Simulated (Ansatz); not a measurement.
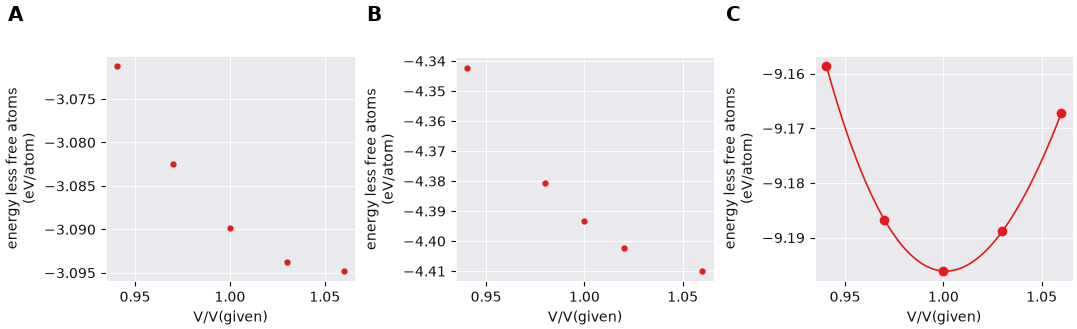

Each panel shows the energy less free atoms against V/V(given) for one of these solids: BeSe, F-43m (No. 216), 16.3 Å³/atom; HfC, Fm-3m (No. 225), 12.6 Å³/atom; KBr, Fm-3m (No. 225), 35.7 Å³/atom.

Method: periodic Kohn-Sham DFT of a crystal at fixed atoms, scaled to the stated factor times the given cell; pressure positive in compression, energy less spherical unpolarised free atoms (Ansatz 0.2.0). Level: PBE.

> Match the panels to the solids.

A is KBr (energy less free atoms from −3.0948 eV/atom to −3.0712 eV/atom); B is BeSe (energy less free atoms from −4.4100 eV/atom to −4.3422 eV/atom); C is HfC (energy less free atoms from −9.1961 eV/atom to −9.1586 eV/atom, V0 12.58 Å³/atom, B0 234 GPa).

For BeSe, limits of the calculation: the volumes run don't bracket the minimum of the energy, so any equilibrium value is extrapolated.

For HfC, limits of the calculation: no spin-orbit coupling on heavy atoms.
